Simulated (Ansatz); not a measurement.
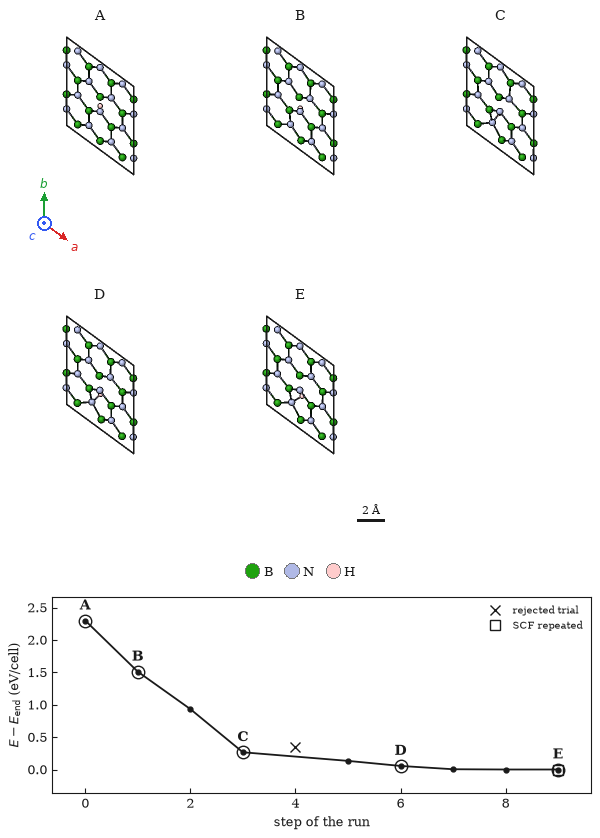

Frames of a relaxation of a defect cell of composition B12HN12 (cell charge +1), marked on the history of the run. Style: ball-and-stick. Shown: the cell of the calculation (origin shifted), along the c axis.

Case: H interstitial, charge +1, atoms relaxed.

Theory: DFT PBE+D3(BJ), scalar-relativistic, plane waves, PAW (Ansatz 0.2.0). (plane-wave cutoff 420 eV; k-point mesh 2 × 2 × 2; occupations gaussian; smearing width 0.02 eV; mesh shifted by (0.5, 0.5, 0.5); no spin polarisation; atoms relaxed in a fixed cell; force threshold 0.02 eV/Å; at most 60 steps)

Describe the path.

Answer. The largest move is that of the H atom, 0.85 Å along [1 −3 0]. By element the largest moves are H 0.85 Å, N 0.29 Å, B 0.10 Å. The cell doesn't change. Among the contacts that change: H–N 1.804 → 1.048 Å, B–N 1.447 → 1.528 Å, B–N 1.447 → 1.419 Å, B–N 1.447 → 1.442 Å. New bonds form: H–N (1.80 → 1.05 Å). Bond angles that change, for instance: N–B–N 119.9° → 123.7°, B–N–B 120.1° → 117.2°, N–B–N 120.1° → 118.0°. Over 7 accepted moves (9 points after the start) the energy falls by 2.298 eV per cell of the calculation. The largest force component goes from 1.6 to 0.0097 eV/Å. The line search rejected the trial step at point 4 of the run. 1 step only repeated the SCF at the same geometry. Cost: 21 s on 4 threads of Arm Neoverse V2, on a shared host, peak memory 0.59 GiB. From step 0 to 1: the H atom moves most (0.20 Å), energy −0.789 eV per cell of the calculation. From step 1 to 3: the H atom moves most (0.37 Å), energy −1.244 eV per cell of the calculation. From step 3 to 6: the H atom moves most (0.19 Å), energy −0.211 eV per cell of the calculation. From step 6 to 9: the H atom moves most (0.20 Å), energy −55.0 meV per cell of the calculation.

```tsv
step	E − E(0), meV/atom	largest force component, eV/Å	note
0	0.00	1.6416	
1	-31.56	2.1368	
2	-54.63	2.0954	
3	-81.30	0.8228	
4	-77.97	5.2529	rejected
5	-86.61	0.5963	
6	-89.73	0.3721	
7	-91.77	0.0899	
8	-91.93	0.0097	
9	-91.93	0.0097	same geometry, SCF repeated
```

Limits of the set-up: the periodic images lie only 6.6 Å apart, so the values are limited by the cell's size; the cell is charged, on a uniform background, and energies carry no finite-size correction.
